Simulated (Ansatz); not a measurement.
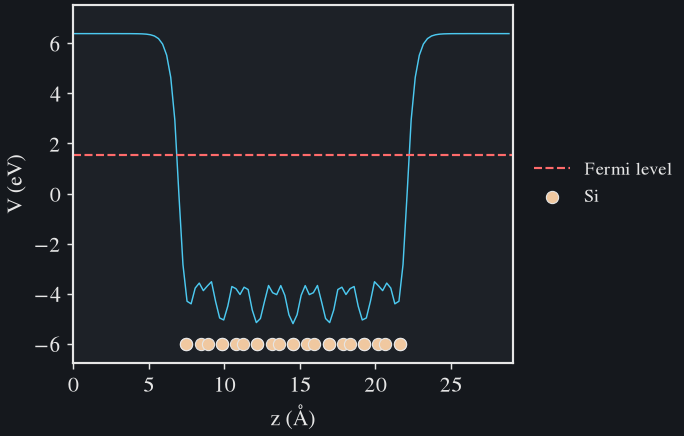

Plane-averaged electrostatic potential energy of an electron across the slab; circles at the bottom mark the heights of the atoms.

This input was run:

```
crystal:
  lattice:
    - [5.7566692583, 0.0, 0.0]
    - [-1.9188897528, 5.4274398261, 0.0]
    - [0.0, 0.0, 29.1009023008]
  atoms:
    - { symbol: Si, position: [0.25, 0.9513996519, 0.2577239675] }
    - { symbol: Si, position: [0.25, 0.5486003481, 0.2577239675] }
    - { symbol: Si, position: [0.8506998259, 0.3506998259, 0.2902535066] }
    - { symbol: Si, position: [0.6006998259, 0.6006998259, 0.305953106] }
    - { symbol: Si, position: [0.2013996519, 0.0, 0.338482645] }
    - { symbol: Si, position: [0.7986003481, 0.0, 0.338482645] }
    - { symbol: Si, position: [0.3993001741, 0.3993001741, 0.3710121841] }
    - { symbol: Si, position: [0.1493001741, 0.6493001741, 0.3867117834] }
    - { symbol: Si, position: [0.75, 0.4513996519, 0.4192413225] }
    - { symbol: Si, position: [0.75, 0.0486003481, 0.4192413225] }
    - { symbol: Si, position: [0.3506998259, 0.8506998259, 0.4517708616] }
    - { symbol: Si, position: [0.1006998259, 0.1006998259, 0.4674704609] }
    - { symbol: Si, position: [0.7013996519, 0.5, 0.5] }
    - { symbol: Si, position: [0.2986003481, 0.5, 0.5] }
    - { symbol: Si, position: [0.8993001741, 0.8993001741, 0.5325295391] }
    - { symbol: Si, position: [0.6493001741, 0.1493001741, 0.5482291384] }
    - { symbol: Si, position: [0.25, 0.9513996519, 0.5807586775] }
    - { symbol: Si, position: [0.25, 0.5486003481, 0.5807586775] }
    - { symbol: Si, position: [0.8506998259, 0.3506998259, 0.6132882166] }
    - { symbol: Si, position: [0.6006998259, 0.6006998259, 0.6289878159] }
    - { symbol: Si, position: [0.2013996519, 0.0, 0.661517355] }
    - { symbol: Si, position: [0.7986003481, 0.0, 0.661517355] }
    - { symbol: Si, position: [0.3993001741, 0.3993001741, 0.694046894] }
    - { symbol: Si, position: [0.1493001741, 0.6493001741, 0.7097464934] }
    - { symbol: Si, position: [0.75, 0.4513996519, 0.7422760325] }
    - { symbol: Si, position: [0.75, 0.0486003481, 0.7422760325] }
basis:
  ecutwfc: 500
kpoints:
  mp_grid: { grid: [7, 7, 1] }
hamiltonian:
  xc: r2scan
scf:
  occupations: { method: gaussian, width: 0.1 }
output:
  forces: true
  stress: true
  eigenvalues: true
  write_density: true
  write_potential: true
  elf: true
  volumetric_format: npy
efield:
  axis: 3
  dipole_correction: true
  ramp_width: 0.04
```

Command:
```bash
ansatz run input.yaml --threads 4 --pin off --max-ram 10240MiB --backend cpu --events-out ev --progress --plain --runs-dir out
```

Q: What is the work function?

A: The work function is 4.84 eV, the same on both faces. The two vacuum levels agree, so the slab has no net dipole along its normal.

Q: How thick are slab and vacuum?

A: The outermost atoms are 14.1 Å apart, which leaves 15.0 Å of vacuum in a cell 29.1 Å high.

The atoms aren't at rest in this cell (largest force 1.1 eV/Å), so the relaxed material can differ.
